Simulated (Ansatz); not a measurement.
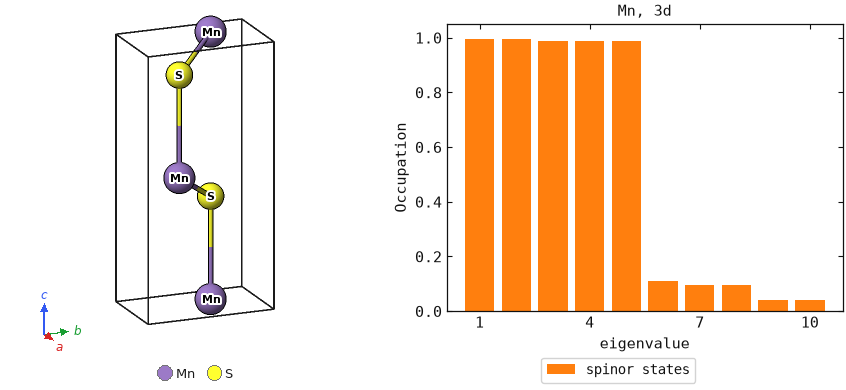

Eigenvalues of the local occupation matrix of the d shell (Löwdin-orthogonalised atomic projectors). The structure is drawn too.

Structure: MnS, space group P6_3mc, 4 atoms in the cell, MnS type.

Computed with Ansatz 0.2.0: DFT PBE+U, spin-orbit coupling, plane waves, PAW, Ueff = 2 eV on Mn atom 1 d; Ueff = 2 eV on Mn atom 2 d, 6×6×3 k mesh, 420 eV cutoff.

Question: How many states of the shell are filled, counting eigenvalues over 0.6?

Answer: Counting eigenvalues over 0.6 as filled, Mn has 5 filled d states (d⁵); the eigenvalues sum to 5.3. The small eigenvalues come from mixing with neighbours' orbitals.

The run is magnetic, with moments that cancel, so time reversal doesn't pair the spinor levels. Start of the run: random orbitals: random, more filling. Such runs often end in metastable states, so this need not be the lowest one. The atoms aren't at rest in this cell (largest force 0.4 eV/Å), so the relaxed material can differ. The shell occupations typed at the start changed during the run.
